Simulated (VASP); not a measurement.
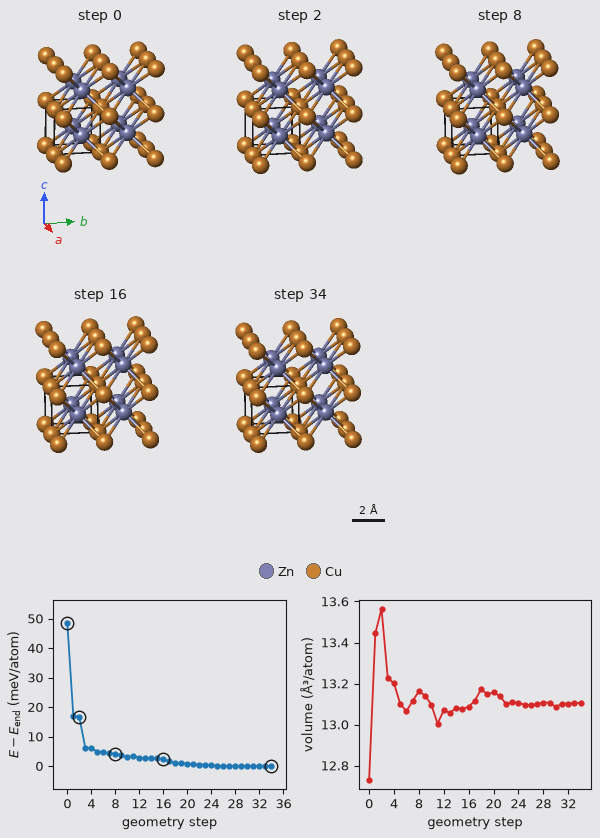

Frames of a relaxation of a crystal of ZnCu (set up in P1), marked on the history of the run. Style: ball-and-stick. Shown: the cell of the calculation, reduced to other axes, repeated 2 × 2 × 2 with one cell outlined, slightly off an axis. Lengths and directions refer to the drawn axes.

The run lets cell and atoms move.

The calculation used Kohn-Sham DFT of a periodic cell, PBE, VASP PAW PBE potentials, recommended in VASP.

The input:
```
SYSTEM = ZnCu
PREC = Accurate
ENCUT = 600
EDIFF = 1E-6
ISMEAR = 1
SIGMA = 0.1
LREAL = .False.
LASPH = .True.
NELM = 60
ALGO = Normal
ISIF = 3
LWAVE = .False.
LCHARG = .False.
GGA = PE
IBRION = 2
NSW = 40
EDIFFG = -0.005
```

Command:
```bash
cat potpaw_PBE.64/Zn/POTCAR potpaw_PBE.64/Cu/POTCAR > POTCAR
mpirun -np 1 vasp_std > vasp.out
```

What happens along the run?

Answer. The run was cut off at its time limit before the relaxation converged, so the last structure is only a point on the way. After 34 geometry steps the energy has fallen by 48.5 meV per atom. Largest force component: 0.18 eV/Å at the start, 0.0036 eV/Å at the end. The pressure goes from 4.89 to −0.10 GPa. The largest moves relative to the cell, 0.019 Å, are those of Zn and Cu atoms. Largest moves by element: Zn 0.019 Å, Cu 0.019 Å. The volume changes by +3.0 %, with a 2.880 → 2.761 Å (−4.1 %), b 2.977 → 3.080 Å (+3.5 %), c 2.987 → 3.082 Å (+3.2 %), α 87.7° → 90.0°, β 87.4° → 90.0°, γ 84.7° → 90.0°. Some distances before and after: Cu–Zn 2.725 → 2.579 Å, Cu–Zn 2.454 → 2.580 Å, Zn–Zn 2.880 → 2.761 Å, Cu–Cu 2.880 → 2.761 Å. The space group (tolerance 0.01 Å) goes from P1 (No. 1) to P4/mmm (No. 123). From step 0 to 2: volume +6.6 %, energy −31.9 meV per atom. From step 2 to 8: volume −3.0 %, energy −12.4 meV per atom. From step 8 to 16: volume −0.6 %, energy −1.8 meV per atom. From step 16 to 34: volume +0.1 %, energy −2.3 meV per atom.
